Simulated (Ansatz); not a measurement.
Single-point calculation, with input and output: Sn

The run: single-point calculation of Sn (6 atoms in the cell). Method and program: DFT PBE, scalar-relativistic, plane waves, PAW, no spin polarisation (Ansatz 0.2.0).

The structure was built on a prototype by a generator; it need not be a known phase. It belongs to a series of runs on one base structure; here: stacking ABC, relaxed, on a denser mesh.

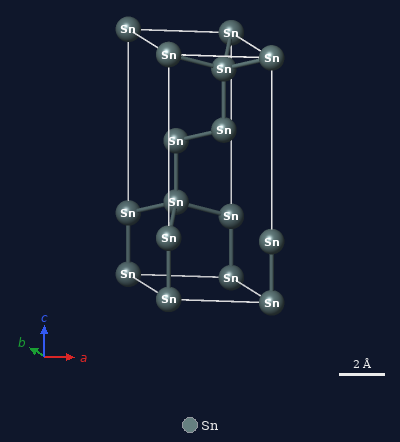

**Figure 1.** The input geometry (ball-and-stick view of the cell of the calculation, seen slightly off an axis).

Results in brief

- outcome: converged
- space group (tolerance 0.01 Å): Fd-3m (227)
- electrons treated: 84
- free energy: −36145.2767 eV
- Fermi energy: 6.917 eV
- gap on the k-point mesh: none (metallic)
- pressure: −0.01 GPa
- largest force (length of the vector): 0.009 eV/Å
- hardware: 1 thread of Arm Neoverse V2, 112 GiB of memory available, shared host
- wall time: 2.6 min
- peak memory: 2.2 GiB

The input
```yaml
crystal:
  lattice:
    - [4.7079925073, 0.0, 0.0]
    - [-2.3539962536, 4.0772411121, 0.0]
    - [0.0, 0.0, 11.5152963145]
  atoms:
    - { symbol: Sn, position: [0.0, 0.0, -0.0001322399] }
    - { symbol: Sn, position: [0.0, 0.0, 0.2501322399] }
    - { symbol: Sn, position: [0.3333333333, 0.6666666667, 0.3332010934] }
    - { symbol: Sn, position: [0.3333333333, 0.6666666667, 0.5834655733] }
    - { symbol: Sn, position: [0.6666666667, 0.3333333333, 0.6665344267] }
    - { symbol: Sn, position: [0.6666666667, 0.3333333333, 0.9167989066] }
basis:
  ecutwfc: 420
kpoints:
  mp_grid: { grid: [21, 21, 8] }
hamiltonian:
  xc: pbe
scf:
  occupations: { method: gaussian, width: 0.1 }
output:
  forces: true
  stress: true
  eigenvalues: true
```

Command:
```bash
ansatz run input.yaml --threads 1 --pin off --max-ram 2560MiB --backend cpu --events-out ev --progress --plain --runs-dir out
```

What the program printed
```
Engine: ansatz 0.2.0, aarch64-unknown-linux-gnu
Pseudopotentials: kind: paw
Pseudopotential: Sn, paw, valence charge 14, recommended cutoff 420 eV (normal), Sn.paw.azcp
Functional definition: PBE
  parameter kappa = 0.804
  parameter beta = 0.06672455060314922
  exchange = pbe_x(kappa = kappa, mu = beta*pi^2/3)
  correlation = pbe_c(beta = beta)
Crystal: 6 atoms, lattice volume = 221.043 Å³
Basis set: ecut = 420 eV, 4341 PW (Γ), exchange–correlation on 64×64×160 points (8 copies of the dense FFT grid, shifted against one another)
Bands: 51, of which v1, the nominal top of the filled ones, is band 42 counted from 1 (41 counted from 0)
Symmetry: 36 space group operations
Space group: R-3m (ITA 166), of the structure as read, at distance tolerance 6.0e-5 Å
k-points: 351 of 3528
Non-local potential: Sn, projectors of the file, l = 0: 2, l = 1: 2, l = 2: 2, l = 3: 2
PAW form: soft (Blöchl's): semilocal exchange-correlation on the pseudo side does not see the compensation charge
PAW one-centre angular grid: Sn, 590 points (default); XC on 64 Gauss nodes
Initial density: superposition of atomic densities (neutral atoms: chi_scale 0, normalization atom), corrected by the library's trained network
Initial wavefunctions: pseudopotential atomic-orbital guess
Functional: x = pbe(κ = 0.804, μ = 0.2195149727645171), c = pbe(β = 0.06672455060314922)
SCF iter   1: F=—  HF=-36145.277335 eV  |F-HF|=—  |Δ(HF+E_count)|=         —  Δρ=7.72e-4  dr2=2.95e-3  ethr=1.77e-3  ⟨swp⟩=8.1  Hψ=78373  notcnv=0  defer=1
preconditioner: auto → LDOS  [metal: Δε(μ)=0.040 eV  Ē_g=19.253 eV  σ=0.100 eV  W_gap=0.21  n_scr=50 (ndim 8)  ℏωp=22.9 eV  f_vac=0.117  D(μ)=0.41/eV (n_scr^D=2)  β→1.0]
SCF iter   2: F=—  HF=-36145.276693 eV  |F-HF|=—  |Δ(HF+E_count)|=   6.42e-4  Δρ=2.07e-4  dr2=1.28e-4  ethr=3.51e-6  ⟨swp⟩=2.0  Hψ=35559  notcnv=0  defer=2
SCF iter   3: F=—  HF=-36145.276732 eV  |F-HF|=—  |Δ(HF+E_count)|=   3.85e-5  Δρ=1.32e-4  dr2=3.52e-5  ethr=1.53e-7  ⟨swp⟩=2.0  Hψ=31490  notcnv=0  defer=2
SCF iter   4: F=—  HF=-36145.276738 eV  |F-HF|=—  |Δ(HF+E_count)|=   6.67e-6  Δρ=1.44e-5  dr2=1.23e-6  ethr=4.19e-8  ⟨swp⟩=2.0  Hψ=31460  notcnv=0  defer=2
iter 5 did not close the SCF: its close was put off for the readings that it lacked (scf_convergence_deferred on its scf_iter line)
SCF iter   5: F=-36145.276739 eV  HF=-36145.276739 eV  |F-HF|=2.15e-8  |Δ(HF+E_count)|=   7.29e-7  Δρ=2.41e-6  dr2=2.62e-8  ethr=1.47e-9  ⟨swp⟩=3.0  Hψ=31775  notcnv=0  defer=2
SCF iter   6: F=-36145.276739 eV  HF=-36145.276739 eV  |F-HF|=2.66e-9  |Δ(HF+E_count)|=   3.20e-8  Δρ=1.17e-6  dr2=3.72e-9  ethr=3.12e-11  ⟨swp⟩=8.8  Hψ=78012  notcnv=0
SCF 1 converged in 6 iterations: F = -36145.276739 eV  dr2 = 3.72e-9
  greatest PAW one-centre occupation: 0.990 electrons in one spin orbital (limit 2), on the Sn atom at site 5 (counted from 0), in its partial waves of l = 2
```

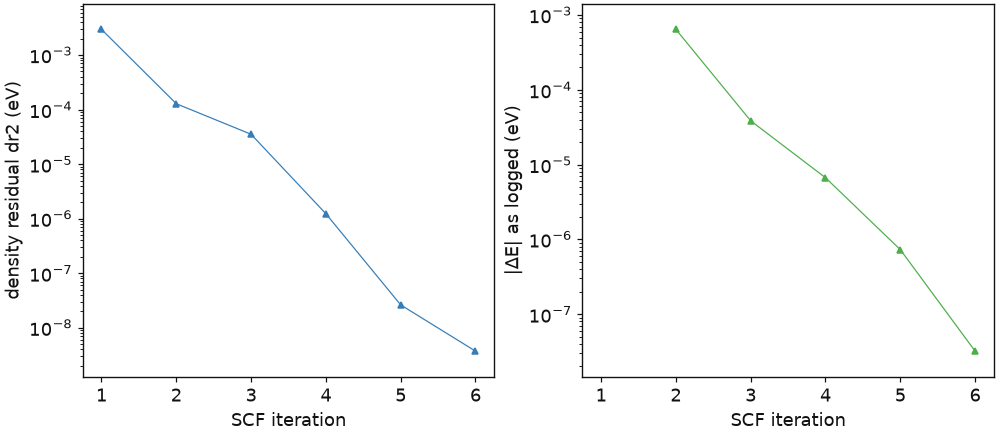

**Figure 2.** Convergence of the self-consistent field: density residual dr2 and size of the energy change against the SCF iteration. The residual falls at every step.

```
SCF converged after 6 iterations
Free energy (F): -36145.276739 eV
Harris-Foulkes:  -36145.276739 eV  (|F-HF|=2.66e-9)
Internal energy: -36145.274677 eV  (E = F + TS)
E sigma→0 (E₀):  -36145.275708 eV
Entropy (-TS):   -0.002062 eV (-0.344 meV/atom)
Fermi energy:    6.917371 eV
--- Per-component energies (eV) ---
  E_band       = -810.392924
  E_kinetic    = 1119.014305
  E_local      = -7182.157483  (includes V_loc(G=0)·N_el)
  E_nonlocal   = -192.494142
  E_hartree    = 4080.228084
  E_xc         = -2290.422481
  E_vxc        = -570.434272  (∫ρ·V_xc dr)
  E_paw        = -24825.801164  (= ΣΔE_a)
  E_vpaw       = -2144.776336  (= ΣTr[D̂ρ^β])
  E_aug_tail   = -0.000002  (compensation charges beyond the density's cutoff)
  E_ewald      = -6853.641792
  E_smearing   = -0.002062  (= −TS)
  E_closure    = -0.000000  (closes the sum)
  Σ components = -36145.276739   (vs F -36145.276739, Δ=0.00e0)
--- Forces (eV/Å), atoms counted from 1 ---
  atom   1  Sn    -0.00000000    -0.00000000     0.00898817
  atom   2  Sn     0.00000000     0.00000000    -0.00898817
  atom   3  Sn    -0.00000000    -0.00000000     0.00898817
  atom   4  Sn     0.00000000     0.00000000    -0.00898817
  atom   5  Sn    -0.00000000    -0.00000000     0.00898817
  atom   6  Sn     0.00000000     0.00000000    -0.00898817
  max |Σ_I F_I| component: 2.47e-17 eV/Å
--- Stress (GPa, compression-positive) ---
       -0.029922      -0.000000      -0.000000
       -0.000000      -0.029922       0.000000
       -0.000000      -0.000000       0.017682
  P = ⅓ Tr σ = -0.0141 GPa (-0.141 kbar)
--- Band table (eV; the first three rows and the last of 351) ---
  k-point 0: bands = ["-14.6706", "-14.6706", "-14.6706", "-14.6706", "-14.6456", "-14.6449", "-14.6449", "-14.6275", "-14.6275", "-14.5955", "-14.5955", "-14.5537", "-14.5537", "-14.5537", "-14.5537", "-14.3903", "-14.3903", "-14.3903", "-14.3903", "-14.3632", "-14.3632", "-14.3428", "-14.3428", "-14.3416", "-14.3410", "-14.3410", "-14.3031", "-14.3031", "-14.3031", "-14.3031", "-3.2136", "-2.2951", "-2.2951", "1.9429", "1.9429", "5.7610", "6.0850", "6.0850", "6.0850", "6.0850", "6.9175", "6.9175", "6.9879", "6.9879", "7.0052", "9.0538", "9.0538", "9.0567", "10.0571", "10.0571", "10.0571"]
  k-point 1: bands = ["-14.6723", "-14.6723", "-14.6683", "-14.6683", "-14.6461", "-14.6461", "-14.6452", "-14.6305", "-14.6248", "-14.5938", "-14.5938", "-14.5581", "-14.5581", "-14.5503", "-14.5503", "-14.3929", "-14.3929", "-14.3866", "-14.3866", "-14.3663", "-14.3596", "-14.3491", "-14.3491", "-14.3421", "-14.3349", "-14.3349", "-14.3056", "-14.3056", "-14.3012", "-14.3012", "-3.1980", "-2.4906", "-2.0974", "1.5268", "2.4151", "5.5616", "6.0026", "6.0026", "6.1885", "6.1885", "6.8460", "6.9543", "6.9543", "7.0050", "7.1081", "9.0976", "9.0976", "9.1134", "9.9953", "9.9954", "10.0868"]
  k-point 2: bands = ["-14.6735", "-14.6735", "-14.6654", "-14.6654", "-14.6493", "-14.6493", "-14.6440", "-14.6337", "-14.6228", "-14.5894", "-14.5894", "-14.5636", "-14.5636", "-14.5479", "-14.5479", "-14.3947", "-14.3947", "-14.3820", "-14.3820", "-14.3688", "-14.3563", "-14.3563", "-14.3558", "-14.3435", "-14.3285", "-14.3285", "-14.3087", "-14.3087", "-14.3000", "-14.3000", "-3.1513", "-2.6720", "-1.9173", "1.1892", "2.9282", "5.1176", "5.9427", "5.9427", "6.3104", "6.3104", "6.7934", "6.8631", "6.8631", "7.1031", "7.2578", "9.2171", "9.2171", "9.3007", "9.8921", "9.8921", "10.0970"]
  k-point 350: bands = ["-14.7033", "-14.7033", "-14.7033", "-14.6913", "-14.6913", "-14.6913", "-14.5683", "-14.5683", "-14.5683", "-14.5094", "-14.5094", "-14.5094", "-14.4855", "-14.4855", "-14.4855", "-14.4732", "-14.4732", "-14.4732", "-14.4367", "-14.4367", "-14.4367", "-14.4057", "-14.4057", "-14.4057", "-14.2788", "-14.2788", "-14.2788", "-14.2674", "-14.2674", "-14.2674", "-1.0657", "-1.0657", "-1.0657", "0.4335", "0.4335", "0.4335", "3.9746", "3.9746", "3.9746", "4.8853", "4.8853", "4.8853", "9.1430", "9.1430", "9.1430", "9.9966", "9.9966", "9.9966", "11.5734", "11.5734", "11.5734"]
```
